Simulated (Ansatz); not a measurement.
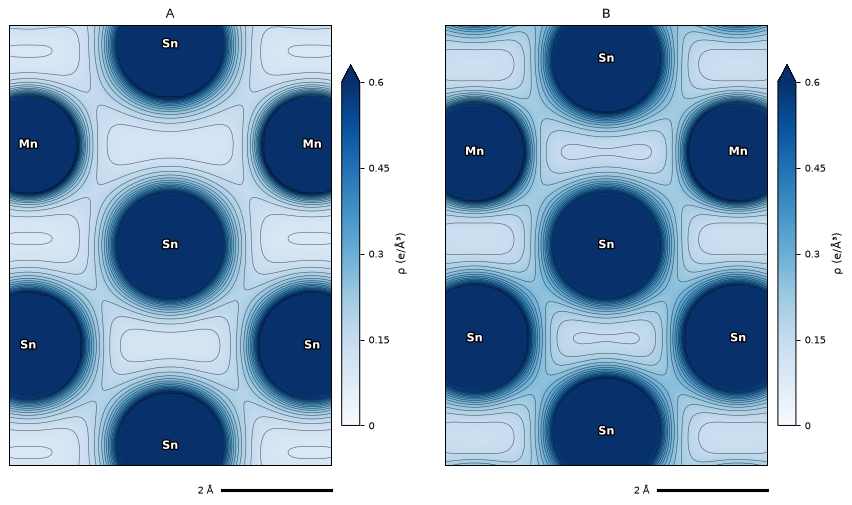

MnSn$_{3}$. The valence charge density (pseudo) of two cells that differ in size, on the (11̄0) plane of each (indices in the axes of the calculation cell), at one length scale and on one colour scale; one has 19.7 and the other 24.7 Å³ an atom.

Space group Fm-3m; started from the BiF3 (D0_3) prototype, which need not be the ambient phase; spin-polarised.

Theory: Ansatz 0.2.0, DFT PBE, scalar-relativistic, plane waves, PAW.

The density is the valence pseudo-density of a PAW calculation; it isn't the true density close to the nuclei.

**Which panel shows the smaller cell, and what does the compression change?**

Panel B is the smaller cell, by 20 % in volume. From the larger cell to the smaller, Sn–Sn goes from 3.18 to 2.95 Å, and the density at its midpoint from 0.18 to 0.25 e/Å³; Mn–Sn goes from 3.18 to 2.95 Å, and the density at its midpoint from 0.16 to 0.23 e/Å³; the pressure goes from 0.0 to 18 GPa; the largest moment (Mn) goes from 4.1 to 3.4 μB.
